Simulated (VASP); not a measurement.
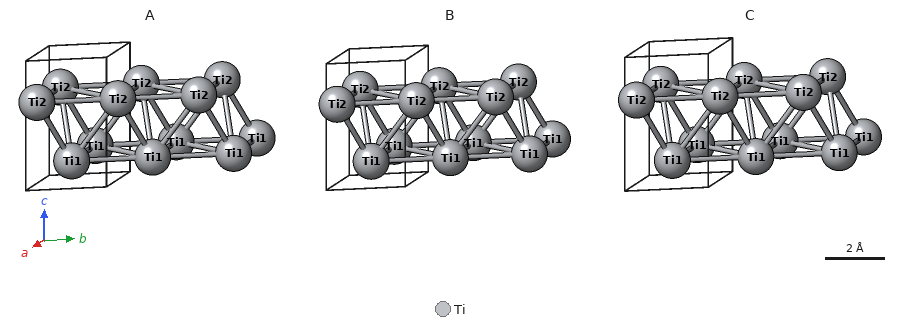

3 geometries from one relaxation of crystalline Ti (set up in P6_3/mmc), in shuffled order. The picture is a ball-and-stick view of the cell of the calculation, repeated 2 × 3 × 1 with one cell outlined, seen slightly off an axis.

The run lets cell and atoms move.

These are results of Kohn-Sham DFT of a periodic cell, LDA, VASP PAW LDA potentials, recommended (VASP 6.6.1), not measurements. (plane-wave cutoff 600 eV; k-point mesh 18 × 18 × 9; occupations methfessel-paxton; smearing width 0.1 eV; no spin polarisation)

### Put them in the order of the run, from the start to the converged end.

C, B, A. They are steps 0, 1, 4, at +51.7 meV per atom, +31.4 meV per atom relative to the last. Over 4 geometry steps the energy falls by 51.7 meV per atom. All forces vanish by symmetry, so only the cell relaxes. Pressure: −9.89 GPa at the start and −0.03 GPa at the end. The atoms keep their places relative to the cell (all moves are under 0.005 Å). The drawn cell changes as follows: a = b 2.950 → 2.861 Å (−3.0 %), c 4.680 → 4.536 Å (−3.1 %); the volume changes by −8.8 %. Some distances before and after: Ti1–Ti1 2.950 → 2.861 Å, Ti1–Ti2 2.894 → 2.806 Å. The space group stays P6_3/mmc (No. 194). It ran on 1 thread of Intel(R) Xeon(R) 6975P-C (Granite Rapids), on a shared host.
